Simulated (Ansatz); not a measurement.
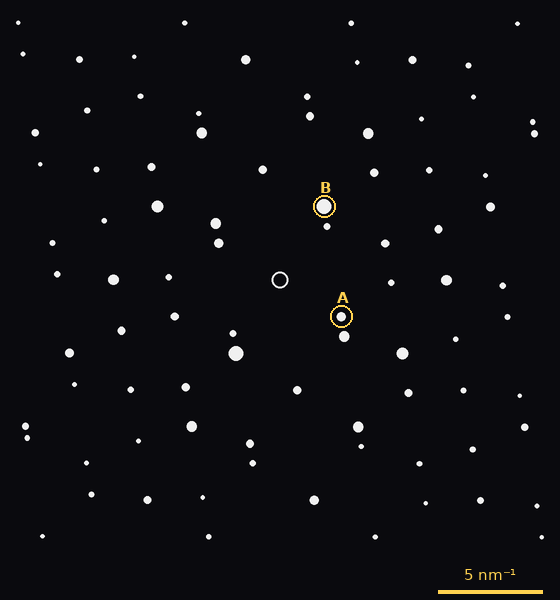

Kinematic zone-axis pattern, calculated for 300 keV electrons with B = 0.5 Å². Two individuals of a reflection twin are superposed (a geometric construction: whether this twin forms is not tested; the second individual is smaller and so fainter). Crystal: Ag, space group P6/mmm (No. 191), a = 4.85 Å, c = 2.91 Å (hexagonal axes), zone axis [210]. Structure: the end point of a relaxation with Ansatz 0.2.0, DFT, BLYP, plane waves (420 eV) with PAW, scalar-relativistic; the starting structure was generated, so it need not be a known form of this composition.

```tsv
atom	site	symmetry	x	y	z
Ag	1a	6/mmm	0.0000	0.0000	0.0000
Ag	2d	-6m2	0.3333	0.6667	0.5000
```

In the first individual spot A is 0 0 -1 and spot B is -1 2 0.

On which plane is the crystal twinned?

(1-2-1). The spot positions of the combined pattern are mirror-symmetric about the row through 1 -2 -1 (d = 1.862 Å), which both individuals share, while a single individual has only symmetry 2mm without that mirror line. Friedel's law adds a mirror line at right angles, along which no low-index reflection lies.

Which other reflections coincide?

Within the frame only the reflections of the common row coincide.
